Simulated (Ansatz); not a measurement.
Single-point calculation of TiCo2 (part 1 of 2)

The run: single-point calculation of TiCo2 (6 atoms in the cell). Method and program: DFT r2SCAN, scalar-relativistic, plane waves, PAW, spin-polarised (Ansatz 0.2.0).

The structure derives from an entry of the Crystallography Open Database. It belongs to a series of runs on one base structure; here: large parallel starting moments. Figures and captions count atoms from 1; the log counts them from 0 in places.

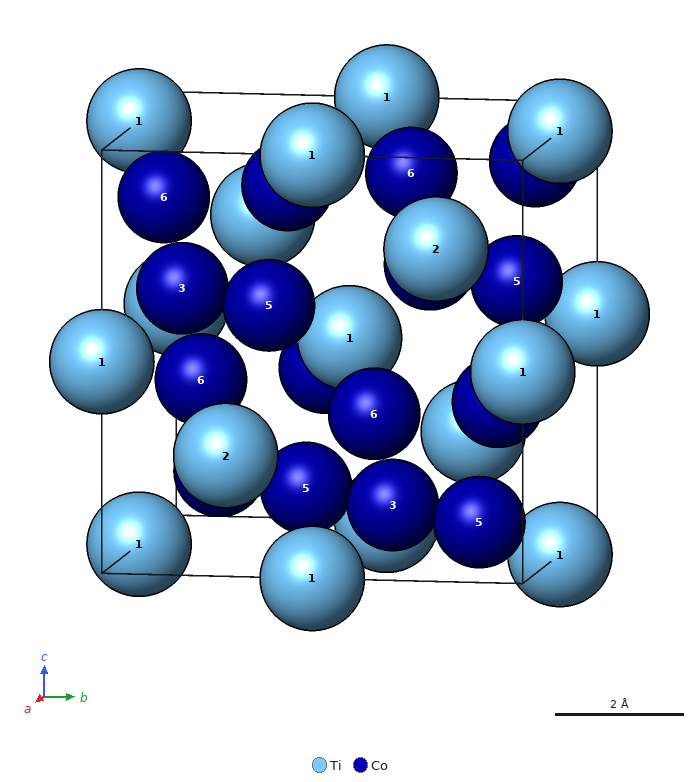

**Figure 1.** The structure as given in the input (spheres-only view of the cell 4 times as large as that of the calculation, set on its symmetry axes, seen slightly off an axis; atoms are numbered from 1 in the order of the input). An atom can appear more than once, as a periodic image.

Input file:
```yaml
crystal:
  lattice:
    - [0.0, 3.352, 3.352]
    - [3.352, 0.0, 3.352]
    - [3.352, 3.352, 0.0]
  atoms:
    - { symbol: Ti, position: [0.5, 0.5, 0.5] }
    - { symbol: Ti, position: [0.75, 0.75, 0.75] }
    - { symbol: Co, position: [0.125, 0.125, 0.125], spin: 4.5 }
    - { symbol: Co, position: [0.625, 0.125, 0.125], spin: 4.5 }
    - { symbol: Co, position: [0.125, 0.125, 0.625], spin: 4.5 }
    - { symbol: Co, position: [0.125, 0.625, 0.125], spin: 4.5 }
basis:
  ecutwfc: 500
kpoints:
  mp_grid: { grid: [10, 10, 10] }
hamiltonian:
  xc: r2scan
scf:
  occupations: { method: gaussian, width: 0.1 }
  lower_state_search: "off"
output:
  forces: true
  stress: true
  eigenvalues: true
  populations: true
magnetization:
  spin_polarized: true
```

Machine: 1 thread of Intel Xeon @ 2.50GHz (Skylake/Cascade Lake), 189 GiB of memory available, shared host.

Run as:
```bash
ansatz run input.yaml --threads 1 --pin off --max-ram 2560MiB --backend cpu --events-out ev --progress --plain --runs-dir out
```

The program's output:
```
Engine: ansatz 0.2.0, x86_64-unknown-linux-gnu
Pseudopotentials: kind: paw
Pseudopotential: Ti, paw, valence charge 12, recommended cutoff 500 eV (meta_gga), Ti.paw.azcp
Pseudopotential: Co, paw, valence charge 17, recommended cutoff 500 eV (meta_gga), Co.paw.azcp
Functional definition: r2SCAN
  parameter k0 = 0.174
  parameter k1 = 0.065
  parameter a1 = 4.9479
  exchange = r2scan_x(k0 = k0, k1 = k1, a1 = a1)
  correlation = r2scan_c
Crystal: 6 atoms, lattice volume = 75.326 Å³
Basis set: ecut = 500 eV, 1917 PW (Γ), exchange–correlation on 144×144×144 points (64 copies of the dense FFT grid, shifted against one another)
Bands: 66, of which v1, the nominal top of the filled ones, is band 46 counted from 1 (45 counted from 0)
Symmetry: 48 space group operations
Space group: Fd-3m (ITA 227), of the structure as read, at distance tolerance 4.2e-5 Å
Magnetic group: BNS 227.128 (UNI 1630), of the structure as read, at distance tolerance 4.2e-5 Å
k-points: 47 of 1000
Non-local potential: Ti, projectors of the file, l = 0: 3, l = 1: 2, l = 2: 3, l = 3: 1
Non-local potential: Co, projectors of the file, l = 0: 3, l = 1: 2, l = 2: 3, l = 3: 1
PAW form: soft (Blöchl's): semilocal exchange-correlation on the pseudo side does not see the compensation charge
PAW frozen core: Ti, regenerated for the run's functional (the file was generated under x = pbe(κ = 0.804, μ = 0.2195149727645171), c = pbe(β = 0.06672455060314922))
PAW frozen core: Co, regenerated for the run's functional (the file was generated under x = pbe(κ = 0.804, μ = 0.2195149727645171), c = pbe(β = 0.06672455060314922))
PAW one-centre angular grid: Ti, 590 points (default); XC on 160 Gauss nodes
PAW one-centre angular grid: Co, 590 points (default); XC on 160 Gauss nodes
Initial density: superposition of atomic densities (chi_scale 0.1, normalization cell)
Starting moments: Σ|m| = 18 μB on 4 of 6 sites
Initial wavefunctions: pseudopotential atomic-orbital guess
Functional: x = r2scan, c = r2scan; τ floored in thin density (d = 2e-4 eV/Å³)
SCF iter   1: F=-25530.102023 eV  HF=-25529.788895 eV  |F-HF|=3.13e-1  |Δ(HF+E_count)|=         —  Δρ=1.97e-1 (↑1.97e-1 ↓1.73e-1)  dr2=7.58e0  dr2_τ=1.85e0  dr2_m=2.25e1  M=8.581 μB ∫|m|=9.840 μB  β_m=0.30  ethr=3.10e-3  ⟨swp⟩=5.8  Hψ=19758  notcnv=0  defer=54
preconditioner: auto → Kerker (q_TF=auto, 2.821 Å⁻¹)  [metal: Δε(μ)=0.002 eV  Ē_g=9.002 eV  σ=0.100 eV  W_gap=0.01  n_scr=26 (ndim 8)  ℏωp=28.4 eV  f_vac=0.000  D(μ)=6.90/eV (n_scr^D=64)]
spin=Collinear: Kerker preconditioning applied to the charge; magnetization (m = ρ↑ − ρ↓) channel mixes plain (no charge-response kernel on spin).
SCF iter   2: F=-25532.910702 eV  HF=-25531.793717 eV  |F-HF|=1.12e0  |Δ(HF+E_count)|=    2.00e0  Δρ=1.44e-1 (↑1.44e-1 ↓1.41e-1)  dr2=3.55e0  dr2_τ=5.80e-1  dr2_m=1.36e1  M=7.990 μB ∫|m|=9.516 μB  β_m=0.30  ethr=3.10e-3  ⟨swp⟩=2.8  Hψ=10158  notcnv=0  defer=626  κ⁻¹=1.0e0(r=1)
SCF iter   3: F=-25529.778553 eV  HF=-25533.580618 eV  |F-HF|=3.80e0  |Δ(HF+E_count)|=    1.79e0  Δρ=1.11e-1 (↑1.11e-1 ↓4.63e-2)  dr2=5.81e0  dr2_τ=3.14e-1  dr2_m=3.71e0  M=9.243 μB ∫|m|=10.149 μB  β_m=0.30  ethr=3.10e-3  ⟨swp⟩=2.9  Hψ=10408  notcnv=0  defer=626  κ⁻¹=4.3e-2(r=2)
SCF iter   4: F=-25535.482441 eV  HF=-25534.324030 eV  |F-HF|=1.16e0  |Δ(HF+E_count)|=   7.43e-1  Δρ=8.70e-2 (↑8.70e-2 ↓8.18e-2)  dr2=1.44e-1  dr2_τ=1.58e-1  dr2_m=4.87e0  M=7.462 μB ∫|m|=9.553 μB  β_m=0.30  ethr=3.10e-3  ⟨swp⟩=2.0  Hψ=8494  notcnv=0  defer=627  κ⁻¹=1.8e-4(r=3)
SCF iter   5: F=-25535.524792 eV  HF=-25534.934015 eV  |F-HF|=5.91e-1  |Δ(HF+E_count)|=   6.10e-1  Δρ=8.60e-2 (↑6.58e-2 ↓8.60e-2)  dr2=4.19e-1  dr2_τ=1.43e-1  dr2_m=3.96e0  M=6.621 μB ∫|m|=9.247 μB  β_m=0.30  ethr=1.57e-4  ⟨swp⟩=2.1  Hψ=10242  notcnv=0  defer=627  κ⁻¹=1.3e-4(r=4)
SCF iter   6: F=-25534.973786 eV  HF=-25535.444115 eV  |F-HF|=4.70e-1  |Δ(HF+E_count)|=   5.10e-1  Δρ=8.34e-2 (↑5.66e-2 ↓8.34e-2)  dr2=1.32e0  dr2_τ=1.26e-1  dr2_m=3.29e0  M=5.882 μB ∫|m|=8.925 μB  β_m=0.30  ethr=1.57e-4  ⟨swp⟩=2.1  Hψ=9847  notcnv=0  defer=627  κ⁻¹=4.1e-5(r=5)
SCF iter   7: F=-25534.472755 eV  HF=-25535.809574 eV  |F-HF|=1.34e0  |Δ(HF+E_count)|=   3.65e-1  Δρ=7.94e-2 (↑4.54e-2 ↓7.94e-2)  dr2=2.10e0  dr2_τ=1.06e-1  dr2_m=2.54e0  M=5.314 μB ∫|m|=8.666 μB  β_m=0.30  ethr=1.57e-4  ⟨swp⟩=1.2  Hψ=6185  notcnv=0  defer=627  κ⁻¹=5.7e-6(r=6)
SCF iter   8: F=-25534.564784 eV  HF=-25536.030964 eV  |F-HF|=1.47e0  |Δ(HF+E_count)|=   2.21e-1  Δρ=6.93e-2 (↑3.50e-2 ↓6.93e-2)  dr2=2.07e0  dr2_τ=8.39e-2  dr2_m=1.73e0  M=4.964 μB ∫|m|=8.510 μB  β_m=0.30  ethr=1.57e-4  ⟨swp⟩=1.5  Hψ=6923  notcnv=0  defer=628  κ⁻¹=1.5e-6(r=7)
SCF iter   9: F=-25533.549169 eV  HF=-25536.253135 eV  |F-HF|=2.70e0  |Δ(HF+E_count)|=   2.22e-1  Δρ=7.05e-2 (↑2.62e-2 ↓7.05e-2)  dr2=3.36e0  dr2_τ=7.09e-2  dr2_m=1.35e0  M=4.610 μB ∫|m|=8.219 μB  β_m=0.30  ethr=1.57e-4  ⟨swp⟩=1.5  Hψ=7233  notcnv=0  defer=628  κ⁻¹=5.7e-7(r=8)
SCF iter  10: F=-25532.732618 eV  HF=-25536.403818 eV  |F-HF|=3.67e0  |Δ(HF+E_count)|=   1.51e-1  Δρ=6.89e-2 (↑2.10e-2 ↓6.89e-2)  dr2=4.37e0  dr2_τ=6.67e-2  dr2_m=9.97e-1  M=4.357 μB ∫|m|=7.967 μB  β_m=1.11  ethr=1.57e-4  ⟨swp⟩=1.1  Hψ=5991  notcnv=0  defer=628
Mixer restart at iter 10: flushing history
spin-set hold released at iteration 10 (site moments contracting): the magnetisation degrees of freedom join the quasi-Newton model from the next iteration; the mixer history was flushed
SCF iter  11: F=-25535.257475 eV  HF=-25536.225210 eV  |F-HF|=9.68e-1  |Δ(HF+E_count)|=   1.79e-1  Δρ=4.41e-2 (↑8.40e-3 ↓4.41e-2)  dr2=1.14e0  dr2_τ=1.97e-2  dr2_m=2.99e-1  M=4.713 μB ∫|m|=8.834 μB  β_m=1.20  ethr=1.57e-4  ⟨swp⟩=3.0  Hψ=11859  notcnv=0  defer=630  κ⁻¹=1.0e0(r=1)
SCF iter  12: F=-25536.187977 eV  HF=-25536.261237 eV  |F-HF|=7.33e-2  |Δ(HF+E_count)|=   3.60e-2  Δρ=7.64e-3 (↑4.91e-3 ↓7.64e-3)  dr2=1.80e-1  dr2_τ=7.35e-4  dr2_m=5.97e-3  M=4.383 μB ∫|m|=8.590 μB  β_m=1.20  ethr=1.57e-4  ⟨swp⟩=2.0  Hψ=12740  notcnv=0  defer=641  κ⁻¹=2.6e-3(r=2)
SCF iter  13: F=-25536.291994 eV  HF=-25536.287094 eV  |F-HF|=4.90e-3  |Δ(HF+E_count)|=   2.59e-2  Δρ=5.03e-3 (↑3.82e-3 ↓5.03e-3)  dr2=5.40e-2  dr2_τ=3.11e-4  dr2_m=5.02e-3  M=4.332 μB ∫|m|=8.660 μB  β_m=1.20  ethr=1.57e-4  ⟨swp⟩=1.4  Hψ=6048  notcnv=0  defer=641  κ⁻¹=6.4e-4(r=3)
SCF iter  14: F=-25536.332240 eV  HF=-25536.319576 eV  |F-HF|=1.27e-2  |Δ(HF+E_count)|=   3.25e-2  Δρ=2.70e-3 (↑2.67e-3 ↓2.70e-3)  dr2=9.86e-3  dr2_τ=1.16e-4  dr2_m=1.85e-3  M=4.234 μB ∫|m|=8.666 μB  β_m=1.20  ethr=5.87e-5  ⟨swp⟩=1.9  Hψ=8047  notcnv=0  defer=641  κ⁻¹=6.3e-5(r=4)
SCF iter  15: F=-25536.343047 eV  HF=-25536.342075 eV  |F-HF|=9.71e-4  |Δ(HF+E_count)|=   2.25e-2  Δρ=1.35e-3 (↑1.24e-3 ↓1.35e-3)  dr2=2.81e-3  dr2_τ=2.00e-5  dr2_m=4.07e-5  M=4.146 μB ∫|m|=8.554 μB  β_m=1.20  ethr=1.07e-5  ⟨swp⟩=2.0  Hψ=11314  notcnv=0  defer=641  κ⁻¹=1.5e-5(r=5)
SCF iter  16: F=-25536.344677 eV  HF=-25536.343728 eV  |F-HF|=9.49e-4  |Δ(HF+E_count)|=   1.65e-3  Δρ=1.05e-3 (↑8.73e-4 ↓1.05e-3)  dr2=1.56e-3  dr2_τ=1.41e-5  dr2_m=2.29e-5  M=4.132 μB ∫|m|=8.522 μB  β_m=1.20  ethr=3.06e-6  ⟨swp⟩=1.5  Hψ=6156  notcnv=0  defer=639  κ⁻¹=2.4e-6(r=6)
SCF iter  17: F=-25536.346755 eV  HF=-25536.345894 eV  |F-HF|=8.61e-4  |Δ(HF+E_count)|=   2.17e-3  Δρ=6.56e-4 (↑4.23e-4 ↓6.56e-4)  dr2=1.92e-4  dr2_τ=6.38e-6  dr2_m=6.40e-5  M=4.127 μB ∫|m|=8.467 μB  β_m=1.20  ethr=1.69e-6  ⟨swp⟩=2.0  Hψ=7936  notcnv=0  defer=639  κ⁻¹=9.3e-7(r=7)
SCF iter  18: F=-25536.347265 eV  HF=-25536.347151 eV  |F-HF|=1.14e-4  |Δ(HF+E_count)|=   1.26e-3  Δρ=8.51e-4 (↑2.92e-4 ↓8.51e-4)  dr2=5.72e-4  dr2_τ=5.59e-6  dr2_m=8.19e-5  M=4.129 μB ∫|m|=8.424 μB  β_m=1.20  ethr=2.08e-7  ⟨swp⟩=2.0  Hψ=9377  notcnv=0  defer=639  κ⁻¹=4.5e-7(r=8)
SCF iter  19: F=-25536.347900 eV  HF=-25536.347760 eV  |F-HF|=1.40e-4  |Δ(HF+E_count)|=   6.09e-4  Δρ=3.93e-4 (↑1.84e-4 ↓3.93e-4)  dr2=1.13e-4  dr2_τ=1.12e-6  dr2_m=1.07e-5  M=4.133 μB ∫|m|=8.397 μB  β_m=1.20  ethr=2.08e-7  ⟨swp⟩=2.5  Hψ=9371  notcnv=0  defer=639  κ⁻¹=8.0e-7(r=8)
SCF iter  20: F=-25536.348140 eV  HF=-25536.348077 eV  |F-HF|=6.24e-5  |Δ(HF+E_count)|=   3.17e-4  Δρ=1.51e-4 (↑1.29e-4 ↓1.51e-4)  dr2=2.27e-5  dr2_τ=3.01e-7  dr2_m=4.65e-7  M=4.136 μB ∫|m|=8.376 μB  β_m=1.20  ethr=1.23e-7  ⟨swp⟩=2.0  Hψ=8911  notcnv=0  defer=639  κ⁻¹=1.5e-5(r=8)
SCF iter  21: F=-25536.348202 eV  HF=-25536.348196 eV  |F-HF|=6.19e-6  |Δ(HF+E_count)|=   1.19e-4  Δρ=1.34e-4 (↑1.19e-4 ↓1.34e-4)  dr2=2.67e-5  dr2_τ=3.05e-7  dr2_m=1.33e-7  M=4.138 μB ∫|m|=8.359 μB  β_m=1.20  ethr=2.47e-8  ⟨swp⟩=2.5  Hψ=9965  notcnv=0  defer=639  κ⁻¹=1.4e-5(r=8)
SCF iter  22: F=-25536.348229 eV  HF=-25536.348226 eV  |F-HF|=2.25e-6  |Δ(HF+E_count)|=   3.06e-5  Δρ=5.13e-5 (↑3.87e-5 ↓5.13e-5)  dr2=2.02e-6  dr2_τ=4.86e-8  dr2_m=2.75e-7  M=4.138 μB ∫|m|=8.351 μB  β_m=1.20  ethr=2.47e-8  ⟨swp⟩=2.0  Hψ=9948  notcnv=0  defer=639  κ⁻¹=1.2e-5(r=8)
SCF iter  23: F=-25536.348232 eV  HF=-25536.348231 eV  |F-HF|=8.13e-7  |Δ(HF+E_count)|=   4.71e-6  Δρ=3.21e-5 (↑3.21e-5 ↓2.07e-5)  dr2=8.12e-7  dr2_τ=1.53e-8  dr2_m=7.29e-8  M=4.139 μB ∫|m|=8.346 μB  β_m=1.20  ethr=2.19e-9  ⟨swp⟩=2.3  Hψ=9856  notcnv=0  defer=639  κ⁻¹=9.4e-5(r=8)
SCF iter  24: F=-25536.348232 eV  HF=-25536.348232 eV  |F-HF|=4.01e-7  |Δ(HF+E_count)|=   8.62e-7  Δρ=1.76e-5 (↑1.01e-5 ↓1.76e-5)  dr2=1.67e-7  dr2_τ=2.95e-9  dr2_m=5.34e-8  M=4.138 μB ∫|m|=8.345 μB  β_m=1.20  ethr=8.82e-10  ⟨swp⟩=2.0  Hψ=8378  notcnv=0  defer=639  κ⁻¹=1.2e-5(r=8)
SCF iter  25: F=-25536.348233 eV  HF=-25536.348232 eV  |F-HF|=1.74e-7  |Δ(HF+E_count)|=   4.32e-7  Δρ=9.80e-6 (↑6.56e-6 ↓9.80e-6)  dr2=6.98e-8  dr2_τ=1.80e-9  dr2_m=9.60e-9  M=4.138 μB ∫|m|=8.345 μB  β_m=1.20  ethr=1.09e-10  ⟨swp⟩=10.5  Hψ=26736  notcnv=0  κ⁻¹=8.0e-6(r=8)
SCF iter  26: F=-25536.348233 eV  HF=-25536.348233 eV  |F-HF|=7.78e-8  |Δ(HF+E_count)|=   1.71e-7  Δρ=4.99e-6 (↑4.99e-6 ↓3.86e-6)  dr2=1.48e-8  dr2_τ=7.58e-10  dr2_m=2.49e-9  M=4.138 μB ∫|m|=8.344 μB  β_m=1.20  ethr=7.58e-11  ⟨swp⟩=4.9  Hψ=21062  notcnv=0  κ⁻¹=7.8e-6(r=8)
SCF iter  27: F=-25536.348233 eV  HF=-25536.348233 eV  |F-HF|=2.29e-8  |Δ(HF+E_count)|=   7.21e-8  Δρ=3.03e-6 (↑3.03e-6 ↓2.12e-6)  dr2=5.96e-9  dr2_τ=2.15e-10  dr2_m=8.78e-10  M=4.138 μB ∫|m|=8.344 μB  ethr=1.61e-11  ⟨swp⟩=3.4  Hψ=15898  notcnv=0
SCF 1 converged in 27 iterations: F = -25536.348233 eV  dr2 = 5.96e-9
  greatest PAW one-centre occupation: 1.003 electrons in one spin orbital (limit 2), on the Co atom at site 5 (counted from 0), in its partial waves of l = 1
```
